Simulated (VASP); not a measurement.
# Valley splitting of the conduction band in Si (Fd-3m) under biaxial (001) strain, HSE06 on LDA cells

Choosing tension or compression for a silicon channel grown on (001) decides which conduction valleys hold the electrons, and so with which mass they move in the plane. The [001] valleys offer the light transverse mass for every direction in that plane; the [100] and [010] valleys offer it for only one of the two in-plane axes.

The problem is to find the sign and size of the splitting between these valleys for in-plane strains from −2 % to +2 %. The splitting is the [100] valley energy less the [001] valley energy, so a positive value puts [001] lowest. Each valley energy is itself counted from the valence-band top at the zone centre.

## How the numbers were made

The start is a typed prototype cell. The crystal was relaxed with LDA. Equal strain is imposed in the (001) plane; the strain along the normal is adjusted until the normal stress vanishes, and the atoms are relaxed with LDA. VASP 6.6.1, plane waves with PAW, cutoff 450 eV, no spin polarisation. Band edges are single points at HSE06 (no spin-orbit coupling) on these cells, k mesh 5×5×5, read on short lines of k points at the zone centre and through the valleys; energies are counted from the valence-band top at the zone centre.  All levels use the PAW data sets made with LDA.

Notes on method and selection:

- A valley's energy from the valence-band top holds the shift of that top as well as the shift of the valley.
- Runs that did not converge, have known faults or may not be shown are not listed, and runs on Ansatz's PAW sets soft_1 and soft_2 are kept to separate tables.

Columns:

- strain (%): strain in the plane (tension positive).
- splitting (eV): valley along [100] less valley along [001].
- Δ [001] (eV): minimum of the conduction band along Γ–X in the [001] direction.
- Δ [100] (eV): minimum of the conduction band along Γ–X in the [100] direction.
- L [111] (eV): conduction level at L along [111].
- Γ level (eV): lowest conduction level at Γ.

Input lines of one member:

```
PREC = Accurate
ENCUT = 450
EDIFF = 1E-06
NELM = 100
ISMEAR = 0
SIGMA = 0.02
LREAL = .FALSE.
ALGO = Normal
LHFCALC = .TRUE.
AEXX = 0.25
GGA = PE
HFSCREEN = 0.2
LASPH = .TRUE.
NBANDS = 9
PRECFOCK = Fast
```

Command (options for logging and memory left out): `mpirun -np 4 vasp_std`

## Data

| member | strain (%) | splitting (eV) | Δ [001] (eV) | Δ [100] (eV) | L [111] (eV) | Γ level (eV) |
| --- | --- | --- | --- | --- | --- | --- |
| −2 % | −2.0 | −0.340 | 1.232 | 0.892 | 2.266 | 3.245 |
| −1 % | −1.0 | −0.170 | 1.190 | 1.021 | 2.316 | 3.304 |
| −0.5 % | −0.5 | −0.085 | 1.169 | 1.084 | 2.328 | 3.334 |
| 0 % | 0.0 | 0.000 | 1.146 | 1.146 | 2.330 | 3.364 |
| +0.5 % | 0.5 | 0.084 | 1.056 | 1.141 | 2.259 | 3.295 |
| +1 % | 1.0 | 0.169 | 0.968 | 1.137 | 2.183 | 3.228 |
| +2 % | 2.0 | 0.338 | 0.792 | 1.131 | 2.019 | 3.097 |

splitting (eV) against strain (%):

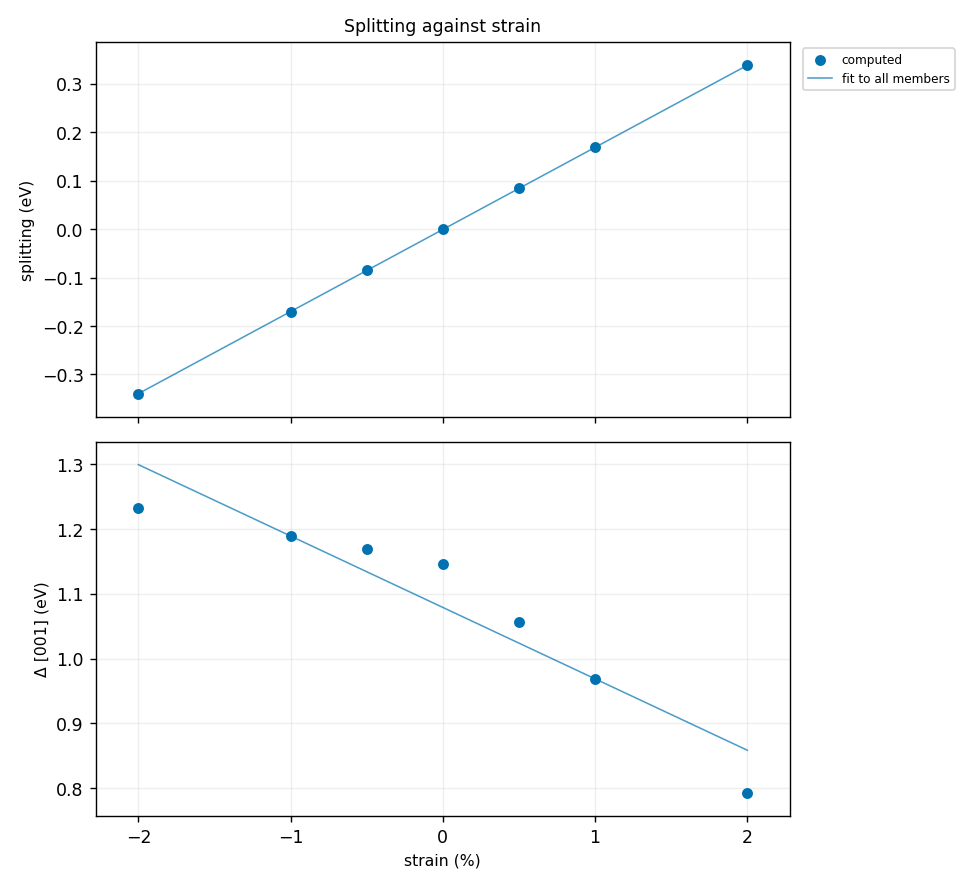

Least-squares fits to the whole series, with x = strain (%); R² and errors in the fitted variable (y, or ln y where the fit is in ln y):

| y | members | fit | R² | rms residual | leave-one-out rms | the same for the mean of the others |
| --- | --- | --- | --- | --- | --- | --- |
| splitting (eV) | 7 | y = −5.7143×10⁻⁴ + 0.16948 x | 1.00 | 3.5×10⁻⁴ | 5.7×10⁻⁴ | 0.24 |
| Δ [001] (eV) | 7 | y = 1.079 − 0.1103 x | 0.89 | 0.047 | 0.084 | 0.17 |

## Why the values move as they do

Tension makes the two valleys along ±[001] the lowest, and compression the four along ±[100] and ±[010]. The splitting is 0.338 eV at +2 % and −0.340 eV at −2 %. The L and Γ levels do not compete: in every row they lie above the higher of the two Δ energies, and the smallest distance, from Δ [100] to L at +2 %, is 2.019 − 1.131 = 0.888 eV.

A linear model follows from three assumptions.

1. A valley along axis $i$ shifts by $\Xi_d(\varepsilon_{xx}+\varepsilon_{yy}+\varepsilon_{zz})+\Xi_u\varepsilon_{ii}$. The first term is proportional to the change of volume and is the same for all six valleys. The second depends on the stretch along the valley's own axis.
2. The in-plane strain is $\varepsilon_{xx}=\varepsilon_{yy}=\varepsilon$, and the free normal responds with $\varepsilon_{zz}=-r\varepsilon$, where $r$ is positive.
3. The valence-band top, from which the energies are counted, shifts by $v\varepsilon$.

With $E_0$ the common valley energy at zero strain, substitution gives

$E_{001}=E_0+[(2-r)\Xi_d-r\,\Xi_u-v]\,\varepsilon=E_0+p\,\varepsilon$

$E_{100}=E_0+[(2-r)\Xi_d+\Xi_u-v]\,\varepsilon$

Subtracting the first from the second removes both the volume term and the valence-band top:

$E_{100}-E_{001}=(1+r)\,\Xi_u\,\varepsilon=s\,\varepsilon$

Three parameters remain: $E_0$, $p$ and $s$. The computed splitting has the sign of the strain, so $\Xi_u$ is positive: a valley rises when the crystal is stretched along its axis and falls when it is shortened. Tension in the plane does both at once, raising [100] and [010] through the stretch and lowering [001] through the contraction of the normal. The atoms keep their ideal fractional positions, so no internal displacement adds to $s$.

## The model against the table

The parameters are fixed on the members 0 % and +1 %, with $\varepsilon$ in %:

- $E_0$ = 1.146 eV
- $p$ = 0.968 − 1.146 = −0.178 eV per %
- $s$ = 1.137 − 0.968 = 0.169 eV per %

**+0.5 %**

- [001]: 1.146 − 0.178 × 0.5 = 1.057 eV; table 1.056 eV
- splitting: 0.169 × 0.5 = 0.085 eV; table 0.084 eV

**+2 %**

- [001]: 1.146 − 0.178 × 2 = 0.790 eV; table 0.792 eV
- splitting: 0.169 × 2 = 0.338 eV; table 0.338 eV
- [100]: 0.790 + 0.338 = 1.128 eV; table 1.131 eV

**−1 %**

- [001]: 1.146 + 0.178 × 1 = 1.324 eV; table 1.190 eV
- splitting: 0.169 × (−1) = −0.169 eV; table −0.170 eV
- [100]: 1.324 − 0.169 = 1.155 eV; table 1.021 eV

**−2 %**

- [001]: 1.146 + 0.178 × 2 = 1.502 eV; table 1.232 eV
- splitting: 0.169 × (−2) = −0.338 eV; table −0.340 eV
- [100]: 1.502 − 0.338 = 1.164 eV; table 0.892 eV

Parameters taken from the tension side thus give the splitting under compression to 0.002 eV, while both valley energies there come out too high.

The slope also yields a rough deformation potential. Per unit strain $s$ is 0.169 × 100 = 16.9 eV, and for silicon $r$ is roughly 0.8, so $\Xi_u$ is about 16.9 / 1.8 ≈ 9 eV.

## Where the trend breaks

Largest departures from the fit to the whole series:

| member | splitting (eV) | fit | computed − fit | in rms residuals |
| --- | --- | --- | --- | --- |
| 0 % | 0.000 | −0.001 | +0.001 | 1.7 |
| −2 % | −0.340 | −0.340 | 0.000 | 1.4 |
| +2 % | 0.338 | 0.338 | 0.000 | 1.1 |
| −0.5 % | −0.085 | −0.085 | 0.000 | 0.9 |

The splitting follows the model on both sides of zero, but the separate valley energies follow it only under tension. Under compression the computed [001] energy lies below the model by 0.066 eV at −0.5 %, 1.324 − 1.190 = 0.134 eV at −1 % and 1.502 − 1.232 = 0.270 eV at −2 %. The [100] energy is too low by nearly the same amounts, which points to the common reference and not to the valleys.

The third assumption is the one that fails. Strain splits the threefold valence-band top. Under tension the highest level is a single one, and $p$ was fixed with that level as zero. Under compression a degenerate pair lies above it, so the zero of energy moves up and every valley energy comes out smaller. The size of the miss is close to the splitting of the valence levels.

This kink at zero strain is also why one straight line through all seven [001] energies fits poorly, with an rms residual of 0.047 eV. The slope is (0.792 − 1.146) / 2 = −0.177 eV per % under tension but (1.146 − 1.232) / 2 = −0.043 eV per % under compression.

## Conclusions

From −2 % to +2 %, a single coefficient of 0.169 eV per % gives the splitting and, by its sign, the lowest valley. At 1 % the splitting is already more than six times the thermal energy at room temperature (roughly 0.025 eV), so most electrons then sit in the lower set. Under tension that is the [001] pair, with the light transverse mass for every direction in the plane.

No omitted effect is expected to rival the 0.34 eV reached by the splitting. Two familiar ones still exceed the model's error under tension, and both lower the valley energies counted from the valence-band top: spin-orbit coupling, by roughly 0.01 to 0.02 eV at zero strain, and lattice vibrations, by roughly 0.06 eV even at low temperature. Both largely cancel in the difference between valleys.

[Logs are printed without paths, hosts, clocks, repeated set-up lines and the standing remarks that a program may print on its own settings, such as how far it seeks lower states.]
